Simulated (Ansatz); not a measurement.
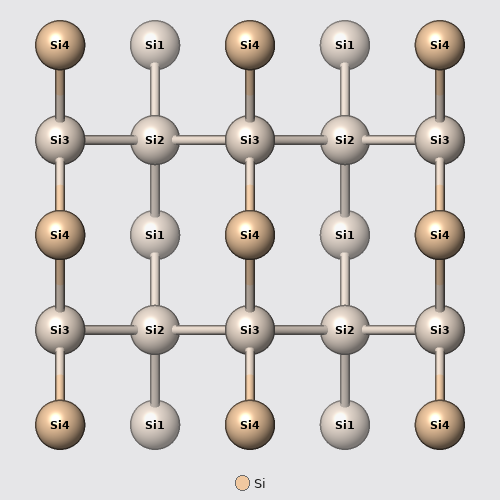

The system is N on a Si(100) slab cut from the Fd-3m phase, its upper half relaxed before the scan (4 atoms of substrate and one adsorbate in a 1 × 1 cell); the picture shows it without the atoms that are moved over the map. N is moved over the surface cell at a fixed height above a rigid substrate; the origin of the map has the adsorbate above Si4; the height is held at 2.20 Å. Places are given modulo a cell vector. The map is drawn in real space over the plane of the surface. The grid has 8 × 8 points; 25 points were computed and 39 follow by symmetry. Energies are in eV, from the lowest grid point. The magnetic moment jumps between some neighbouring points. With one adsorbate in each 1 × 1 cell, its nearest image is 3.8 Å away, so neighbouring adsorbates interact. At a fixed height the lowest place need not be the adsorption site. These are results of Ansatz 0.2.0, DFT PBE+D3(BJ), scalar-relativistic, plane waves, PAW, not measurements. Settings: cutoff 420 eV, k-mesh 7×7×1, gaussian smearing 0.05 eV, spin-polarised.

Range: position of N5 along the first surface vector from 0.000 to 0.875; position of N5 along the second surface vector from 0.000 to 0.875.

Q: What landscape does the calculation give?

A: The lowest grid point is at the top site over a surface Si atom, (0/8, 0/8) of the cell vectors. The highest grid point, a fourfold hollow over a third-layer Si atom, (4/8, 4/8) of the cell vectors, lies 1.52 eV above the lowest. At the lowest point the adsorbate has 1 Si at 2.20 Å as nearest neighbours, at the highest 4 Si at 3.49 Å.

```
second ↓, first →   0/8   1/8   2/8   3/8   4/8   5/8   6/8   7/8
              7/8  0.18  0.31  0.65  1.01  1.17  1.01  0.65  0.31
              6/8  0.64  0.74  0.99  1.24  1.34  1.24  0.99  0.74
              5/8  1.12  1.18  1.31  1.43  1.48  1.43  1.31  1.18
              4/8  1.31  1.34  1.42  1.49  1.52  1.49  1.42  1.34
              3/8  1.12  1.18  1.31  1.43  1.48  1.43  1.31  1.18
              2/8  0.64  0.74  0.99  1.24  1.34  1.24  0.99  0.74
              1/8  0.18  0.31  0.65  1.01  1.17  1.01  0.65  0.31
              0/8  0.00  0.14  0.51  0.91  1.09  0.91  0.51  0.14
```

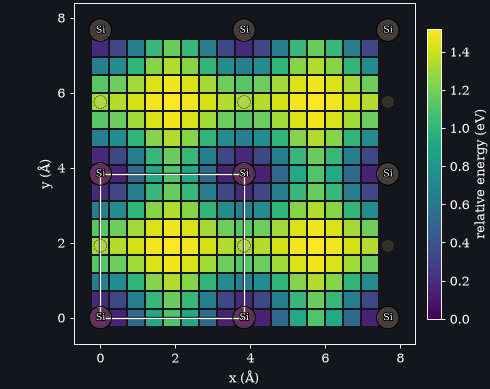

The picture shows one coloured cell a grid point, labelled circles for the atoms of the top layer and small ones for the second layer, the outline of one cell of the 2 × 2 shown.

Time for the 25 points that were run: 13 min on 1 thread of Arm Neoverse V2, with other jobs on the host.

PAW datasets: the set soft_1.
